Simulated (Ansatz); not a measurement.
Nudged elastic band of C (part 3 of 3)

The same run, continued: C (defect cell, 15 atoms in the cell); DFT PBE, scalar-relativistic, plane waves, PAW, no spin polarisation (Ansatz 0.2.0); cutoff 420 eV, 4×4×4 k-mesh, Gaussian smearing of 0.05 eV. The structure derives from an entry of the Crystallography Open Database. It belongs to a series of runs on one base structure; here: band between the two ends.

Geometry of the input (Å; fractional positions):
```
-3.5715  -3.5715  0.0000
0.0000  -3.5715  3.5715
-3.5715  0.0000  3.5715
C  0.2507  0.2493  0.2493
C  0.7493  0.7507  0.2493
C  0.2507  0.7507  0.2493
C  0.7493  0.2493  0.7507
C  0.2507  0.2493  0.7507
C  0.7493  0.7507  0.7507
C  0.2500  0.7500  0.7500
C  0.3486  0.3838  0.3838
C  0.8838  0.3838  0.3838
C  0.3747  0.8747  0.3758
C  0.8838  0.8486  0.3838
C  0.3747  0.3758  0.8747
C  0.8838  0.3838  0.8486
C  0.3747  0.8747  0.8747
C  0.8758  0.8747  0.8747
```

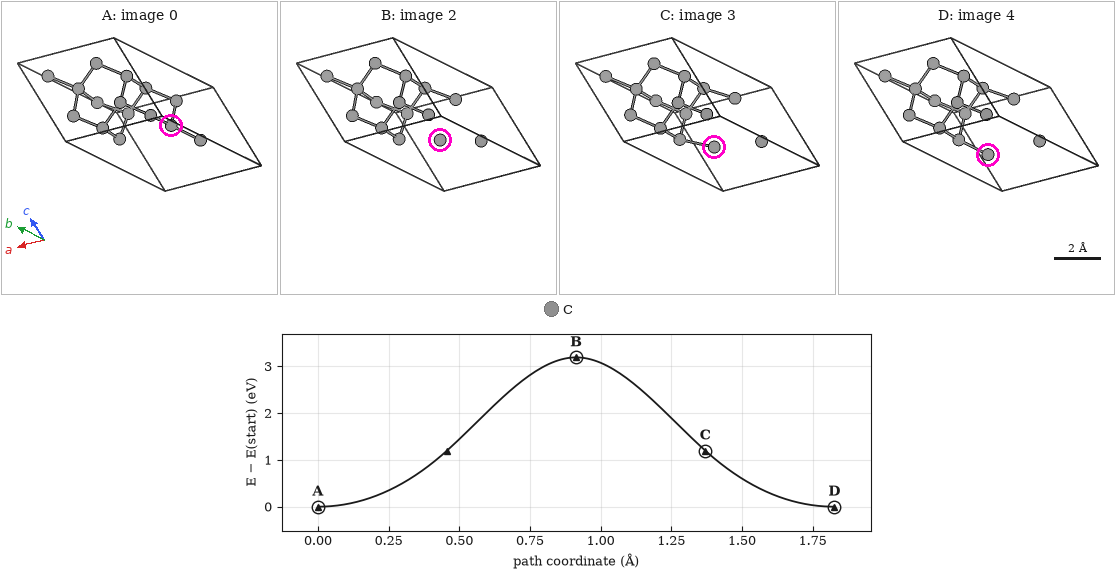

**Figure 1.** Images of the last band (counted from 0; ball-and-stick, reduced simulation cell, seen at an oblique angle), with the moving atom and its periodic copies ringed, above the energy along the path; the line is a cubic interpolation that uses the forces. The highest image is number 2, 3.191 eV above the start and 3.191 eV above the end (the climbing image); start and end have the same energy. The path is 1.83 Å long, and C8 moves most (1.76 Å). The band converged in 4 iterations.

```
SCF converged after 6 iterations
Free energy (F): -3753.693948 eV
Harris-Foulkes:  -3753.693948 eV  (|F-HF|=9.09e-13)
Internal energy: -3753.691143 eV  (E = F + TS)
E sigma→0 (E₀):  -3753.692545 eV
Entropy (-TS):   -0.002805 eV (-0.187 meV/atom)
Fermi energy:    12.703086 eV
--- Per-component energies (eV) ---
  E_band       = 208.679961
  E_kinetic    = 1354.085276
  E_local      = -1010.887184  (includes V_loc(G=0)·N_el)
  E_nonlocal   = 401.107104
  E_hartree    = 228.399208
  E_xc         = -722.537629
  E_vxc        = -896.295534  (∫ρ·V_xc dr)
  E_paw        = -1485.333129  (= ΣΔE_a)
  E_vpaw       = -96.128238  (= ΣTr[D̂ρ^β])
  E_aug_tail   = 0.000114  (compensation charges beyond the density's cutoff)
  E_ewald      = -2518.524903
  E_smearing   = -0.002805  (= −TS)
  E_closure    = -0.000000  (closes the sum)
  Σ components = -3753.693948   (vs F -3753.693948, Δ=0.00e0)
--- Forces (eV/Å), atoms counted from 1 ---
  atom   1  C      0.00283865     0.00283911     0.00445865
  atom   2  C      0.00167563     0.00782183     0.00782137
  atom   3  C      0.00283887     0.00445879     0.00283904
  atom   4  C      0.00782156     0.00167531     0.00782156
  atom   5  C      0.00445917     0.00283911     0.00283883
  atom   6  C      0.00782123     0.00782166     0.00167540
  atom   7  C     -0.00963738    -0.00963756    -0.00963754
  atom   8  C      0.00000038    -0.00000076     0.00000056
  atom   9  C     -0.00283893    -0.00283881    -0.00446007
  atom  10  C     -0.00167438    -0.00782164    -0.00782182
  atom  11  C     -0.00283879    -0.00445994    -0.00283881
  atom  12  C     -0.00782154    -0.00167444    -0.00782174
  atom  13  C     -0.00446057    -0.00283880    -0.00283895
  atom  14  C     -0.00782170    -0.00782165    -0.00167425
  atom  15  C      0.00963784     0.00963781     0.00963780
  max |Σ_I F_I| component: 4.39e-8 eV/Å
--- Band table (eV; the first three rows and the last of 36) ---
  k-point 0: bands = ["-8.8450", "-3.5324", "-3.5324", "-3.5065", "-2.3128", "-1.3303", "-1.1215", "-1.1215", "-1.0191", "-0.0996", "-0.0996", "0.1017", "0.1017", "1.8939", "4.4064", "5.7713", "6.0902", "6.0902", "6.4271", "6.8516", "6.8516", "8.8316", "8.8316", "9.2350", "10.5081", "10.5081", "10.9220", "11.1014", "11.1014", "15.4781", "15.5151", "15.7186", "15.7186", "16.0932", "16.0932", "17.8130", "17.8130", "17.9793", "17.9793", "18.1271", "19.1103", "19.3005", "19.3005", "19.3107", "20.6145"]
  k-point 1: bands = ["-8.4433", "-5.2138", "-3.5008", "-3.4953", "-2.9935", "-2.1515", "-1.2889", "-1.0865", "-0.1506", "0.2830", "0.5717", "1.4454", "1.8807", "3.1262", "4.8632", "4.9784", "5.3602", "6.1639", "6.4464", "6.6061", "6.7978", "7.7473", "8.3639", "8.7322", "8.9341", "9.9645", "10.0634", "10.6437", "10.7842", "12.9076", "15.6037", "15.7210", "15.8749", "16.0996", "17.5119", "18.3881", "18.5223", "18.6555", "19.0959", "19.3620", "19.4831", "19.7663", "20.2915", "20.3509", "20.6466"]
  k-point 2: bands = ["-7.5469", "-6.7968", "-3.6113", "-3.2766", "-3.1945", "-3.0453", "-1.4873", "-1.4207", "1.0994", "1.4307", "1.7269", "2.3348", "2.5151", "3.6702", "5.2354", "5.2400", "5.3151", "5.3254", "6.0960", "6.6148", "7.0518", "7.1131", "7.2831", "7.9285", "8.3212", "9.1737", "9.6350", "9.9755", "10.3032", "10.5313", "15.3760", "15.8521", "16.0962", "16.3867", "17.9042", "18.2600", "18.3033", "19.5314", "19.7923", "19.9117", "20.2443", "20.5188", "20.7860", "21.7104", "22.4992"]
  k-point 35: bands = ["-7.5469", "-6.7968", "-3.6113", "-3.2766", "-3.1945", "-3.0453", "-1.4873", "-1.4207", "1.0994", "1.4307", "1.7269", "2.3348", "2.5151", "3.6702", "5.2354", "5.2400", "5.3151", "5.3254", "6.0960", "6.6148", "7.0518", "7.1131", "7.2831", "7.9285", "8.3212", "9.1737", "9.6350", "9.9755", "10.3032", "10.5313", "15.3760", "15.8521", "16.0962", "16.3867", "17.9042", "18.2600", "18.3033", "19.5314", "19.7923", "19.9117", "20.2443", "20.5188", "20.7860", "21.7104", "22.4992"]
this run last wrote the band of iteration 4 to [file]
--- NEB band (5 images, 4 band iterations, 88 SCF iterations) ---
  forward barrier  = 3.191160 eV
  backward barrier = 3.191160 eV
  lagrangian_above_aufbau_ev (what the smearing adds, to first order; not taken off the barriers): saddle image -0.002745 eV, end points -0.002038 and -0.002038 eV
  climbing image's point = of an order that was not read
  energies are F+E_penalty+E_count in eV, relative to image 0
  image     s (Å)  Δ vs image 0  max|band force component| (eV/Å)
      0    0.0000      0.000000                                 —
      1    0.4567      1.199508                          3.870e-2
  *   2    0.9134      3.191160                          9.638e-3
      3    1.3701      1.199509                          3.870e-2
      4    1.8268     -0.000000                                 —
  climbing-image geometry (image 2):
  cell:  # Å, volume = 91.1114 Å³
    - [-3.571475064, -3.571475064, 0.0]
    - [0.0, -3.571475064, 3.571475064]
    - [-3.571475064, 0.0, 3.571475064]
  atoms:
    - { symbol: C, position: [0.2453447857720915, 0.24177183610613195, 0.24177183421649806] }
    - { symbol: C, position: [0.750039072039193, 0.7498044996172276, 0.2503519351494089] }
    - { symbol: C, position: [0.24534480439309325, 0.7711115260087715, 0.24177183461733565] }
    - { symbol: C, position: [0.7500390672865159, 0.2503519374022155, 0.749804497433057] }
    - { symbol: C, position: [0.24534478841164198, 0.24177183417614634, 0.7711115449815995] }
    - { symbol: C, position: [0.7500390708860822, 0.7498045006641278, 0.7498044937586006] }
    - { symbol: C, position: [0.24872421966288027, 0.7504252617094145, 0.7504252599491967] }
    - { symbol: C, position: [0.5625000033771481, 0.31250000143739176, 0.31249999668808826] }
    - { symbol: C, position: [0.8796551984107084, 0.3832281702812786, 0.3832281690655262] }
    - { symbol: C, position: [0.3749609311086425, 0.8751955031958205, 0.3746480675444888] }
    - { symbol: C, position: [0.8796552160933021, 0.8538884444706285, 0.38322816973472573] }
    - { symbol: C, position: [0.37496092771177114, 0.37464806970178777, 0.8751955023049978] }
    - { symbol: C, position: [0.8796551986353991, 0.383228172463954, 0.8538884578259657] }
    - { symbol: C, position: [0.3749609321950864, 0.8751955019902357, 0.8751954985211207] }
    - { symbol: C, position: [0.8762757839664436, 0.8745747407248671, 0.8745747381593912] }
```

The last band as extended XYZ (Å, eV, eV/Å)
```
15
Lattice="-3.5715 -3.5715 0.0000 0.0000 -3.5715 3.5715 -3.5715 0.0000 3.5715" Properties=species:S:1:pos:R:3:forces:R:3 image=0 energy=-3756.88511
C    -1.7857   -1.7857    1.7804    0.0000   0.0000   0.0056
C    -3.5661   -5.3572    3.5715   -0.0056   0.0000   0.0000
C    -1.7857   -3.5768    3.5715    0.0000   0.0056   0.0000
C    -5.3572   -3.5661    3.5715    0.0000  -0.0056   0.0000
C    -3.5768   -1.7857    3.5715    0.0056   0.0000   0.0000
C    -5.3572   -5.3572    5.3626    0.0000   0.0000  -0.0056
C    -3.5715   -3.5715    5.3572    0.0000   0.0000   0.0000
C    -2.6158   -2.6158    2.7414   -0.0028  -0.0028  -0.0028
C    -4.5272   -4.5272    2.7414    0.0028   0.0028  -0.0028
C    -2.6805   -4.4625    4.4662   -0.0004   0.0004   0.0004
C    -4.5272   -6.1873    4.4015    0.0028  -0.0028   0.0028
C    -4.4625   -2.6805    4.4662    0.0004  -0.0004   0.0004
C    -6.1873   -4.5272    4.4015   -0.0028   0.0028   0.0028
C    -4.4625   -4.4625    6.2482    0.0004   0.0004  -0.0004
C    -6.2519   -6.2519    6.2482   -0.0004  -0.0004  -0.0004
15
Lattice="-3.5715 -3.5715 0.0000 0.0000 -3.5715 3.5715 -3.5715 0.0000 3.5715" Properties=species:S:1:pos:R:3:forces:R:3 image=1 energy=-3755.68560
C    -1.7888   -1.7888    1.7640   -0.8251  -0.8250   0.3150
C    -3.5568   -5.3464    3.5823   -0.0229  -0.0579  -0.0579
C    -1.7888   -3.5932    3.5684   -0.8251   0.3150  -0.8251
C    -5.3464   -3.5568    3.5823   -0.0579  -0.0229  -0.0579
C    -3.5932   -1.7888    3.5684    0.3150  -0.8251  -0.8251
C    -5.3464   -5.3464    5.3719   -0.0579  -0.0579  -0.0229
C    -3.5591   -3.5591    5.3696   -0.0827  -0.0827  -0.0827
C    -2.8789   -2.8789    2.4783    3.0216   3.0216   3.0216
C    -4.5533   -4.5533    2.7750   -0.7520  -0.7520   0.2913
C    -2.6670   -4.4547    4.4739   -0.0528  -0.0768  -0.0768
C    -4.5533   -6.1537    4.3754   -0.7520   0.2913  -0.7520
C    -4.4547   -2.6670    4.4739   -0.0768  -0.0528  -0.0768
C    -6.1537   -4.5533    4.3754    0.2913  -0.7520  -0.7520
C    -4.4547   -4.4547    6.2617   -0.0768  -0.0768  -0.0528
C    -6.2431   -6.2431    6.2571   -0.0462  -0.0462  -0.0462
15
Lattice="-3.5715 -3.5715 0.0000 0.0000 -3.5715 3.5715 -3.5715 0.0000 3.5715" Properties=species:S:1:pos:R:3:forces:R:3 image=2 energy=-3753.69395
C    -1.7397   -1.7397    1.7270    0.0028   0.0028   0.0045
C    -3.5729   -5.3567    3.5720    0.0017   0.0078   0.0078
C    -1.7397   -3.6302    3.6175    0.0028   0.0045   0.0028
C    -5.3567   -3.5729    3.5720    0.0078   0.0017   0.0078
C    -3.6302   -1.7397    3.6175    0.0045   0.0028   0.0028
C    -5.3567   -5.3567    5.3558    0.0078   0.0078   0.0017
C    -3.5684   -3.5684    5.3602   -0.0096  -0.0096  -0.0096
C    -3.1250   -3.1250    2.2322    0.0000   0.0000   0.0000
C    -4.5104   -4.5104    2.7374   -0.0028  -0.0028  -0.0045
C    -2.6772   -4.4649    4.4638   -0.0017  -0.0078  -0.0078
C    -4.5104   -6.1913    4.4183   -0.0028  -0.0045  -0.0028
C    -4.4649   -2.6772    4.4638   -0.0078  -0.0017  -0.0078
C    -6.1913   -4.5104    4.4183   -0.0045  -0.0028  -0.0028
C    -4.4649   -4.4649    6.2515   -0.0078  -0.0078  -0.0017
C    -6.2531   -6.2531    6.2470    0.0096   0.0096   0.0096
15
Lattice="-3.5715 -3.5715 0.0000 0.0000 -3.5715 3.5715 -3.5715 0.0000 3.5715" Properties=species:S:1:pos:R:3:forces:R:3 image=3 energy=-3755.68560
C    -1.6968   -1.6968    1.6894    0.7520   0.7520  -0.2913
C    -3.5831   -5.3668    3.5619    0.0528   0.0768   0.0768
C    -1.6968   -3.6679    3.6604    0.7520  -0.2913   0.7520
C    -5.3668   -3.5831    3.5619    0.0768   0.0528   0.0768
C    -3.6679   -1.6968    3.6604   -0.2913   0.7520   0.7520
C    -5.3668   -5.3668    5.3456    0.0768   0.0768   0.0528
C    -3.5784   -3.5784    5.3502    0.0462   0.0462   0.0462
C    -3.3712   -3.3712    1.9860   -3.0216  -3.0216  -3.0216
C    -4.4613   -4.4613    2.7004    0.8251   0.8251  -0.3150
C    -2.6933   -4.4751    4.4536    0.0229   0.0579   0.0579
C    -4.4613   -6.2283    4.4674    0.8251  -0.3150   0.8251
C    -4.4751   -2.6933    4.4536    0.0579   0.0229   0.0579
C    -6.2283   -4.4613    4.4674   -0.3150   0.8251   0.8251
C    -4.4751   -4.4751    6.2354    0.0579   0.0579   0.0229
C    -6.2625   -6.2625    6.2377    0.0827   0.0827   0.0827
15
Lattice="-3.5715 -3.5715 0.0000 0.0000 -3.5715 3.5715 -3.5715 0.0000 3.5715" Properties=species:S:1:pos:R:3:forces:R:3 image=4 energy=-3756.88511
C    -1.7229   -1.7229    1.7229   -0.0028  -0.0028   0.0028
C    -3.5696   -5.3591    3.5696    0.0004  -0.0004  -0.0004
C    -1.7229   -3.6343    3.6343   -0.0028   0.0028  -0.0028
C    -5.3591   -3.5696    3.5696   -0.0004   0.0004  -0.0004
C    -3.6343   -1.7229    3.6343    0.0028  -0.0028  -0.0028
C    -5.3591   -5.3591    5.3591   -0.0004  -0.0004   0.0004
C    -3.5696   -3.5696    5.3591    0.0004   0.0004   0.0004
C    -3.6343   -3.6343    1.7229    0.0028   0.0028   0.0028
C    -4.4643   -4.4643    2.6839    0.0000   0.0000  -0.0056
C    -2.6839   -4.4643    4.4643    0.0056   0.0000   0.0000
C    -4.4643   -6.2447    4.4643    0.0000  -0.0056   0.0000
C    -4.4643   -2.6839    4.4643    0.0000   0.0056   0.0000
C    -6.2447   -4.4643    4.4643   -0.0056   0.0000   0.0000
C    -4.4643   -4.4643    6.2447    0.0000   0.0000   0.0056
C    -6.2501   -6.2501    6.2501    0.0000   0.0000   0.0000
```

Results in brief

- outcome: converged
- barrier, forward: 3.191 eV
- barrier, backward: 3.191 eV
- electrons treated: 60
- wall time: 38 s (CPU time 1.9 min)
- peak memory: 0.81 GiB

Notes

The order of the saddle point was not checked.
